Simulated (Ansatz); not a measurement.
Single-point calculation, with input and output: SnO

- system: SnO (P6₃/mmc, 4 atoms in the cell)
- method: DFT, r2SCAN, plane waves, PAW, no spin polarisation (Ansatz 0.2.0)

The structure was built on a prototype by a generator. Some settings of this run were made unusual or wrong on purpose. The geometry comes from this level: r2SCAN. Figures and captions count atoms from 1; the log counts them from 0 in places.

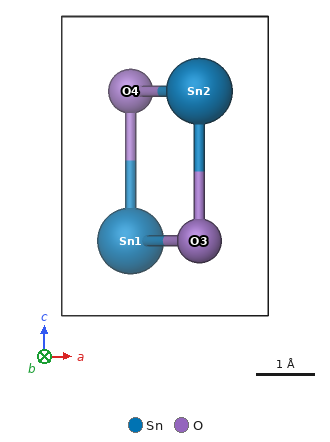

**Figure 1.** The structure (ball-and-stick view of the cell of the calculation, along the b axis; atoms are numbered from 1 in the order of the input).

The input
```yaml
crystal:
  lattice:
    - [4.125499313, 0.0, 0.0]
    - [-2.0627496565, 3.5727872084, 0.0]
    - [0.0, 0.0, 5.1854029691]
  atoms:
    - { symbol: Sn, position: [0.3333333333, 0.6666666667, 0.25] }
    - { symbol: Sn, position: [0.6666666667, 0.3333333333, 0.75] }
    - { symbol: O, position: [0.6666666667, 0.3333333333, 0.25] }
    - { symbol: O, position: [0.3333333333, 0.6666666667, 0.75] }
kpoints:
  mp_grid: { grid: [1, 1, 1] }
hamiltonian:
  xc: r2scan
scf:
  occupations: { method: fixed }
  n_extra_bands: 5
output:
  forces: true
  stress: true
  eigenvalues: true
```

Machine: 4 threads of an x86-64 CPU, shared host.

Command:
```bash
ansatz run input.yaml --threads 4 --pin off --max-ram 3686MiB --backend cpu --events-out ev --progress --plain --runs-dir out
```

The program's output
```
scf.n_extra_bands = 5 over 20 filled bands (N_el = 40.0): the run solves 25 bands
Engine: ansatz 0.2.0, x86_64-unknown-linux-gnu
Pseudopotentials: kind: paw
Pseudopotential: Sn, paw, valence charge 14, recommended cutoff 500 eV (meta_gga), Sn.paw.azcp
Pseudopotential: O, paw, valence charge 6, recommended cutoff 500 eV (meta_gga), O.paw.azcp
Functional definition: r2SCAN
  parameter k0 = 0.174
  parameter k1 = 0.065
  parameter a1 = 4.9479
  exchange = r2scan_x(k0 = k0, k1 = k1, a1 = a1)
  correlation = r2scan_c
Crystal: 4 atoms, lattice volume = 76.430 Å³
Basis set: ecut = 500 eV, 1933 PW (Γ), exchange–correlation on 128×128×160 points (64 copies of the dense FFT grid, shifted against one another)
Bands: 25, of which v1, the nominal top of the filled ones, is band 20 counted from 1 (19 counted from 0)
Symmetry: 24 space group operations
Space group: P63/mmc (ITA 194), of the structure as read, at distance tolerance 4.2e-5 Å
k-points: 1
Non-local potential: Sn, projectors of the file, l = 0: 2, l = 1: 2, l = 2: 2, l = 3: 2
Non-local potential: O, projectors of the file, l = 0: 2, l = 1: 2, l = 2: 1
PAW form: soft (Blöchl's): semilocal exchange-correlation on the pseudo side does not see the compensation charge
PAW frozen core: Sn, regenerated for the run's functional (the file was generated under x = pbe(κ = 0.804, μ = 0.2195149727645171), c = pbe(β = 0.06672455060314922))
PAW frozen core: O, regenerated for the run's functional (the file was generated under x = pbe(κ = 0.804, μ = 0.2195149727645171), c = pbe(β = 0.06672455060314922))
PAW one-centre angular grid: Sn, 590 points (default); XC on 249 of its mesh's 2787 points in the sphere
PAW one-centre angular grid: O, 302 points (default); XC on 160 Gauss nodes
Initial density: superposition of atomic densities (neutral atoms: chi_scale 0, normalization atom), corrected by the library's trained network
Initial wavefunctions: pseudopotential atomic-orbital guess
Functional: x = r2scan, c = r2scan; τ floored in thin density (d = 2e-4 eV/Å³)
SCF iter   1: F=—  HF=-13215.204892 eV  |F-HF|=—  |Δ(HF+E_count)|=         —  Δρ=2.62e-2  dr2=4.35e-1  dr2_τ=1.10e-1  ethr=1.77e-3  ⟨swp⟩=5.0  Hψ=98  notcnv=0  defer=2
preconditioner: auto → Resta (q_TF=auto, 2.449 Å⁻¹)  ε∞=3.0  [insulator: Δε(μ)=7.230 eV  Ē_g=19.098 eV  n_scr=22 (ndim 8)  ℏωp=26.9 eV  f_vac=0.059  ε∞_Penn≈3.0]
SCF iter   2: F=—  HF=-13215.182765 eV  |F-HF|=—  |Δ(HF+E_count)|=   2.21e-2  Δρ=1.43e-2  dr2=6.54e-2  dr2_τ=1.20e-2  ethr=1.09e-3  ⟨swp⟩=2.0  Hψ=43  notcnv=0  defer=2
SCF iter   3: F=—  HF=-13215.183990 eV  |F-HF|=—  |Δ(HF+E_count)|=   1.23e-3  Δρ=5.86e-3  dr2=1.81e-2  dr2_τ=9.19e-4  ethr=1.63e-4  ⟨swp⟩=2.0  Hψ=26  notcnv=0  defer=3
SCF iter   4: F=—  HF=-13215.183516 eV  |F-HF|=—  |Δ(HF+E_count)|=   4.74e-4  Δρ=8.53e-4  dr2=6.45e-4  dr2_τ=2.46e-5  ethr=4.52e-5  ⟨swp⟩=2.0  Hψ=31  notcnv=0  defer=3
SCF iter   5: F=—  HF=-13215.183740 eV  |F-HF|=—  |Δ(HF+E_count)|=   2.24e-4  Δρ=2.23e-4  dr2=3.77e-5  dr2_τ=2.56e-6  ethr=1.61e-6  ⟨swp⟩=3.0  Hψ=46  notcnv=0  defer=3
SCF iter   6: F=—  HF=-13215.183766 eV  |F-HF|=—  |Δ(HF+E_count)|=   2.56e-5  Δρ=5.40e-5  dr2=2.14e-6  dr2_τ=1.07e-7  ethr=9.42e-8  ⟨swp⟩=2.0  Hψ=44  notcnv=0  defer=1
SCF iter   7: F=—  HF=-13215.183768 eV  |F-HF|=—  |Δ(HF+E_count)|=   1.64e-6  Δρ=1.56e-5  dr2=2.22e-7  dr2_τ=1.47e-8  ethr=5.35e-9  ⟨swp⟩=2.0  Hψ=32  notcnv=0  defer=3
SCF iter   8: F=-13215.183768 eV  HF=-13215.183768 eV  |F-HF|=3.00e-9  |Δ(HF+E_count)|=   1.25e-7  Δρ=1.52e-6  dr2=1.51e-9  dr2_τ=5.91e-11  ethr=2.50e-10  ⟨swp⟩=11.0  Hψ=121  notcnv=0
SCF 1 converged in 8 iterations: F = -13215.183768 eV  dr2 = 1.51e-9
  greatest PAW one-centre occupation: 0.993 electrons in one spin orbital (limit 2), on the Sn atom at site 0 (counted from 0), in its partial waves of l = 2
```

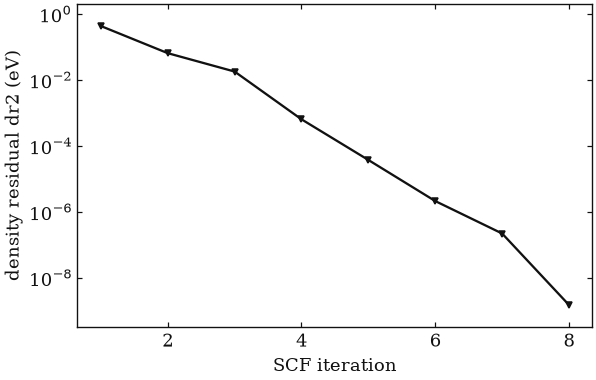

**Figure 2.** Convergence of the self-consistent field: density residual dr2 against the SCF iteration. The residual falls at every step.

```
SCF converged after 8 iterations
Free energy (F): -13215.183768 eV
Harris-Foulkes:  -13215.183768 eV  (|F-HF|=3.00e-9)
Internal energy: -13215.183768 eV  (E = F + TS)
E sigma→0 (E₀):  -13215.183768 eV
Fermi energy:    5.676899 eV
--- Per-component energies (eV) ---
  E_band       = -241.736313
  E_kinetic    = 718.459694
  E_local      = -2607.512526  (includes V_loc(G=0)·N_el)
  E_nonlocal   = 26.462642
  E_hartree    = 1401.734179
  E_xc         = -899.619670
  E_vxc        = -424.272214  (∫ρ·V_xc dr)
  E_paw        = -8628.058354  (= ΣΔE_a)
  E_vpaw       = -785.319446  (= ΣTr[D̂ρ^β])
  E_aug_tail   = 0.001926  (compensation charges beyond the density's cutoff)
  E_vtau       = 26.974900  (kinetic-family band-sum trace: ∫τ·v_τ [+ j·A + Jᵃ·Aᵃ] dr)
  E_ewald      = -3228.058417
  E_core_change = 1.406758  (= ΣΔE_core)
  E_smearing   = -0.000000  (= −TS)
  E_closure    = -0.000000  (closes the sum)
  Σ components = -13215.183768   (vs F -13215.183768, Δ=0.00e0)
--- Forces (eV/Å), atoms counted from 1 ---
  atom   1  Sn     0.00000000    -0.00000000     0.00000000
  atom   2  Sn    -0.00000000     0.00000000     0.00000000
  atom   3  O      0.00000000    -0.00000000     0.00000000
  atom   4  O      0.00000000     0.00000000     0.00000000
  max |Σ_I F_I| component: 3.31e-24 eV/Å
--- Stress (GPa, compression-positive) ---
        4.489309      -0.000000       0.000000
       -0.000000       4.489309       0.000000
        0.000000       0.000000     -20.095273
  P = ⅓ Tr σ = -3.7056 GPa (-37.056 kbar)
--- Band table (eV) ---
  k-point 0: bands = ["-13.7904", "-13.6201", "-13.6201", "-13.5945", "-13.5945", "-13.5907", "-13.5907", "-13.5381", "-13.5359", "-13.5359", "-10.6607", "-9.6280", "2.5148", "2.5357", "4.5605", "4.5605", "4.6194", "5.4819", "5.4819", "5.6769", "12.6026", "12.6026", "12.7063", "13.5856", "13.5856"]
```

What the run reported

| quantity | value |
| --- | --- |
| outcome | converged |
| space group (tolerance 0.01 Å) | P6₃/mmc (194) |
| electrons treated | 40 |
| free energy | −13215.1838 eV |
| Fermi energy | 5.677 eV |
| gap on the k-point mesh | 6.93 eV |
| pressure | −3.71 GPa |
| largest force (length of the vector) | under 0.001 eV/Å |
| wall time | 2.2 s (CPU time 5.4 s) |
| peak memory | 0.5 GiB |

Some settings of this run were drawn to be unusual or wrong. It converged; results that depend on the unusual settings are not reference values.
